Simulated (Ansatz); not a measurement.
Given this structure:

```yaml
crystal:
  lattice:
    - [2.76539, 0.00000, 0.00000]
    - [0.00000, 2.76539, 0.00000]
    - [0.00000, 0.00000, 2.76539]
  atoms:
    - { symbol: Ni, position: [0.00000, 0.00000, 0.00000] }
    - { symbol: Ni, position: [0.50000, 0.50000, 0.50000] }
```

### What would you see if this were drawn?

The element is nickel. It is body-centred cubic, space group Im-3m (No. 229). Prototype: body-centred cubic (W type). The cell holds two atoms. Each Ni atom is coordinated by eight Ni in a cubic arrangement at 2.39 Å. The bonds build a three-dimensional framework.

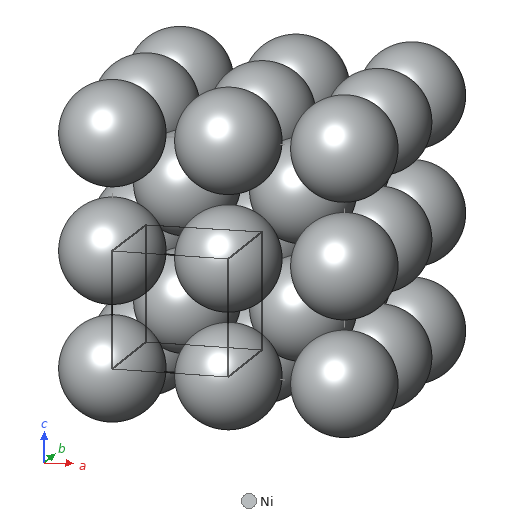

Space-filling drawing of the structure, looking slightly off an axis. Shown are 2×2×2 repeats of the conventional unit cell, one of them outlined in solid lines.

Starting structure: a structure listed in the Materials Project. A relaxation with Ansatz, DFT r2SCAN, scalar-relativistic, plane waves, PAW gave the geometry drawn.
